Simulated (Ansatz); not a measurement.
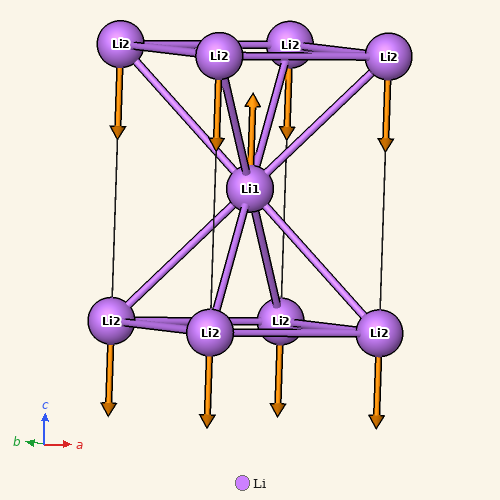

The system is Li (Fm-3m, No. 225; 2 atoms in the cell); the picture shows the reference structure; orange arrows give the pattern of the mode. The energy is mapped over a normal mode and a strain (zone-centre modes of the 2-atom cell of this scan, which folds in the wave vector (0, 1/2, 1/2) of the primitive cell) (x, y and z along the cube axes). Coordinates scanned: (1) amplitude of mode 6 (386 cm⁻¹), largest displacement in the unstrained cell; (2) equal normal strain along x and y. Nothing is relaxed (the pattern is fixed in fractional coordinates). The scan uses a 7 × 7 grid; 28 points were computed and 21 follow by symmetry. Points are written as (first, second). Energies: meV per cell, counted from the lowest grid point. All numbers below come from DFT PBEsol+D3(BJ), scalar-relativistic, plane waves, PAW in Ansatz 0.2.0. Settings: cutoff 520 eV, k-mesh 16×16×10 in the order of the run's cell vectors, gaussian smearing 0.15 eV, no spin polarisation.

Its coordinates:

```
CELL_PARAMETERS angstrom
0.00000 -2.09548 -2.09548
0.00000 2.09548 -2.09548
4.19096 0.00000 0.00000
ATOMIC_POSITIONS crystal
Li 0.50000 0.50000 0.50000
Li 0.00000 0.00000 0.00000
```

The input of one point:

```yaml
crystal:
  lattice:
    - [0.0, -2.0954789853, -2.0954789853]
    - [0.0, 2.0954789853, -2.0954789853]
    - [4.1909579706, 0.0, 0.0]
  atoms:
    - { symbol: Li, position: [0.5, 0.5, 0.5] }
    - { symbol: Li, position: [0.0, 0.0, 0.0] }
basis:
  ecutwfc: 520.0
kpoints:
  mp_grid: { grid: [16, 16, 10] }
hamiltonian:
  xc: pbesol
  pseudopotentials: { kind: paw }
  dispersion: d3bj
scf:
  occupations: { method: gaussian, width: 0.15 }
output:
  forces: true
  stress: true
  eigenvalues: true
  write_density: true
  write_potential: true
  elf: true
  volumetric_format: npy
```

Range: amplitude of mode 6 (386 cm⁻¹), largest displacement in the unstrained cell from −0.199 to 0.199 Å; equal normal strain along x and y from −4.00 to 4.00 %.

What will the energy surface look like?

Answer. The lowest grid point is at (0.000 Å, 0.00 %). It is the only kind of minimum in the scanned range. The highest grid point, (−0.199 Å, −4.00 %), lies 182 meV above the lowest.

| second ↓, first → | −0.199 | −0.133 | −0.066 | 0.000 | 0.066 | 0.133 | 0.199 |
| --- | --- | --- | --- | --- | --- | --- | --- |
| 4.00 | 146 | 71 | 26 | 11 | 26 | 71 | 146 |
| 2.67 | 145 | 67 | 21 | 5 | 21 | 67 | 145 |
| 1.33 | 147 | 66 | 17 | 1 | 17 | 66 | 147 |
| 0.00 | 151 | 67 | 17 | 0 | 17 | 67 | 151 |
| −1.33 | 158 | 71 | 19 | 1 | 19 | 71 | 158 |
| −2.67 | 168 | 78 | 23 | 5 | 23 | 78 | 168 |
| −4.00 | 182 | 88 | 31 | 13 | 31 | 88 | 182 |

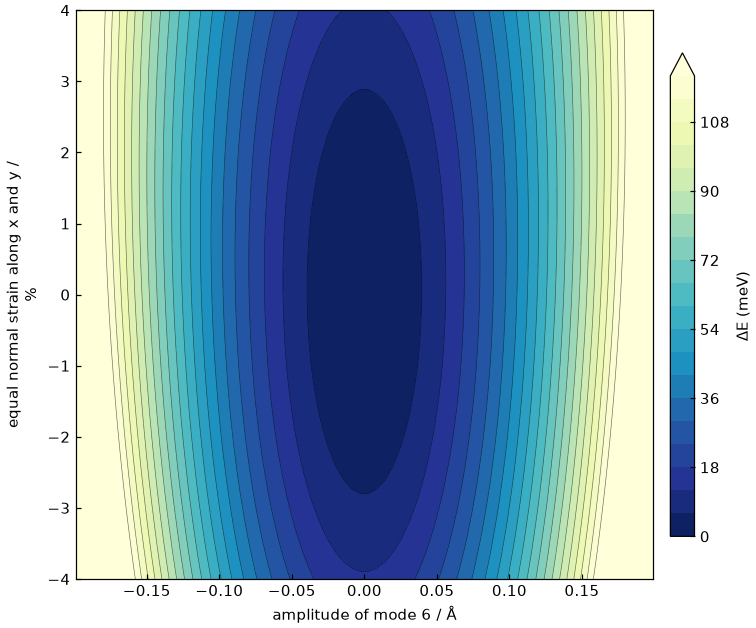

The picture shows filled contours, one colour for all values above the top of the scale. Between grid points the surface is interpolated.

Time for the 28 points that were run: 6.6 min on 1 thread of Arm Neoverse N1, on a shared host.
